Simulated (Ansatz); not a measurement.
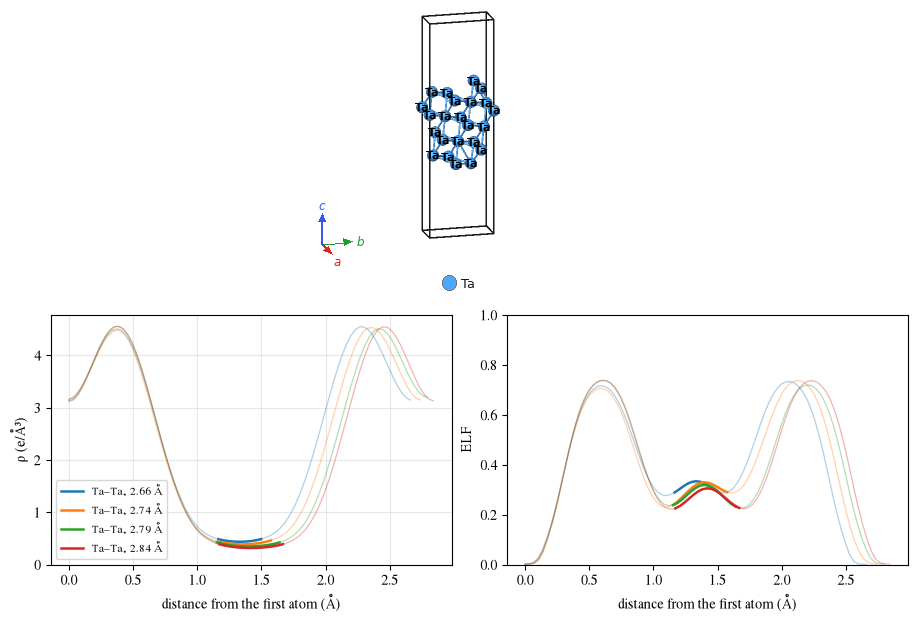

Figure 1: Ta (slab). Valence pseudo-density and ELF along straight lines between neighbouring atoms. Thin, pale parts lie inside the atomic spheres. The structure is drawn too.

The calculation used DFT PBEsol, spin-orbit coupling, plane waves, PAW (Ansatz).

The density is the valence pseudo-density of a PAW calculation; it isn't the true density close to the nuclei.

**What can be read from the curves?**

Ta–Ta (2.66 Å): ρ at the midpoint is about 0.44 e/Å³; the ELF is about 0.35 at the midpoint.
Ta–Ta (2.74 Å): ρ at the midpoint is about 0.39 e/Å³; the ELF is about 0.35 at the midpoint.
Ta–Ta (2.79 Å): ρ is about 0.35 e/Å³ halfway; the ELF is about 0.30 at the midpoint.
Ta–Ta (2.84 Å): ρ is about 0.32 e/Å³ halfway; the ELF is about 0.30 at the midpoint.
